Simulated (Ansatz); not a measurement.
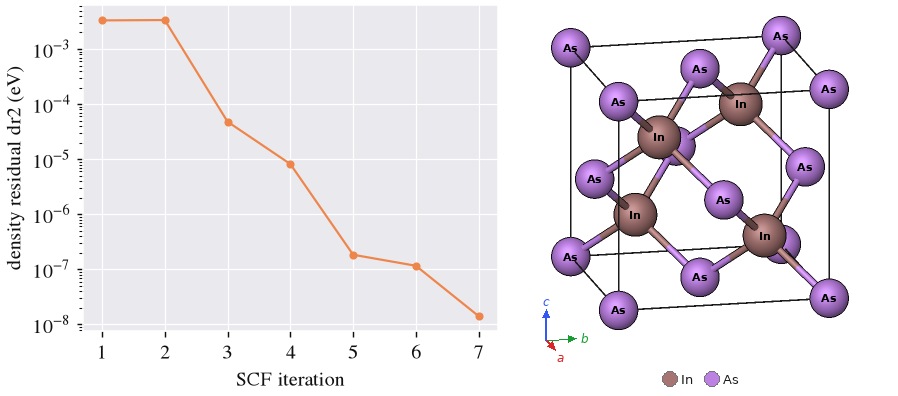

Beside the plot: the structure in its conventional cell.

The plot shows the SCF iterations of a calculation: density residual dr2. The starting density is a sum of atomic densities corrected by a trained network.

InAs (2 atoms in the cell), run with Ansatz.

```
crystal:
  lattice:
    - [0.0, 2.8986121272, 2.8986121272]
    - [2.8986121272, 0.0, 2.8986121272]
    - [2.8986121272, 2.8986121272, 0.0]
  atoms:
    - { symbol: In, position: [0.75, 0.75, 0.75] }
    - { symbol: As, position: [0.0, 0.0, 0.0] }
basis:
  ecutwfc: 420
kpoints:
  mp_grid: { grid: [12, 12, 12] }
hamiltonian:
  xc: pbe
scf:
  occupations: { method: gaussian, width: 0.1 }
  mixing: { algorithm: broyden, beta: 0.95, ndim: 1, preconditioner: none }
  max_iter: 75
output:
  forces: true
  eigenvalues: true
  stress: true
```

Launched with:
```bash
ansatz run input.yaml --threads 1 --pin off --max-ram 2560MiB --backend cpu --events-out ev --progress --plain --runs-dir out
```

Question: Did the calculation converge?

Answer: It converged, after 7 iterations. The residual falls almost steadily, with no more than small rises or pauses.

Question: What is the residual at the start and at the end?

Answer: It starts near 3 × 10⁻³ and ends near 10⁻⁸ eV.

Question: Is anything amiss with this input?

Answer: The input holds an odd setting (mixing far too strong). The SCF closed; whether the result suffers can't be told from this run alone.
